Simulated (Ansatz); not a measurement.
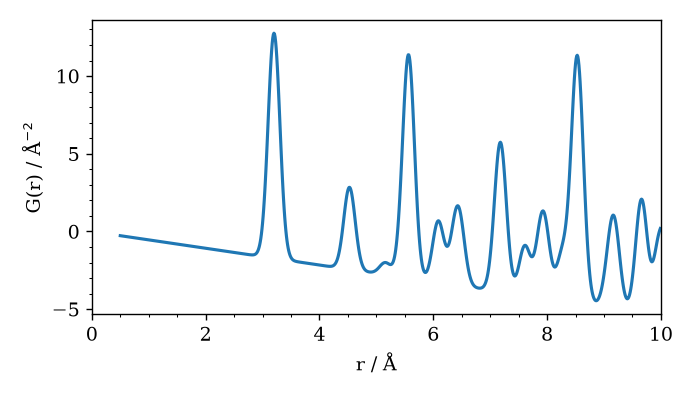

Computed X-ray G(r), with each pair weighted by the product of the atomic numbers (X-ray weights at Q = 0) and a uniform peak width σ = 0.10 Å. No termination ripples are included.

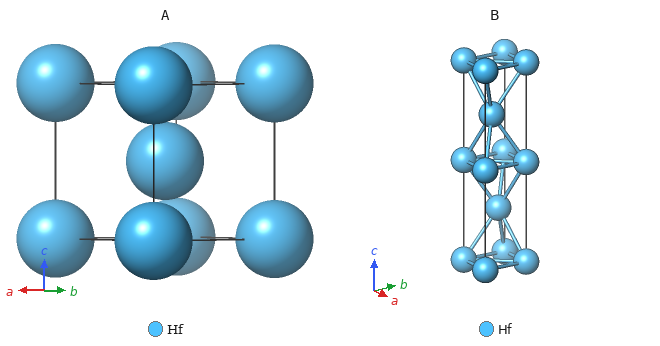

Candidate polymorphs:

A. Hf, a = 3.492 Å, b = 3.492 Å, c = 3.492 Å, α = 90.00°, β = 90.00°, γ = 90.00°, Im-3m

B. Hf, a = 3.228 Å, b = 3.228 Å, c = 10.330 Å, α = 90.00°, β = 90.00°, γ = 120.00°, P6_3/mmc

Origins: A, the geometry relaxed with DFT, PBEsol, plane waves (420 eV) with PAW, scalar-relativistic in Ansatz 0.2.0; the starting structure was generated, so it need not be a known form of this composition; B, the input geometry of an electronic-structure calculation (not necessarily at equilibrium); the starting structure was generated, so it need not be a known form of this composition.

Q: Which candidate gives this PDF?

A: Candidate B, Hf, P6_3/mmc (first clear peaks at 3.20 Å (Hf–Hf) and 4.53 Å (Hf–Hf)). A would give first clear peaks at 3.02 Å (Hf–Hf) and 3.49 Å (Hf–Hf).
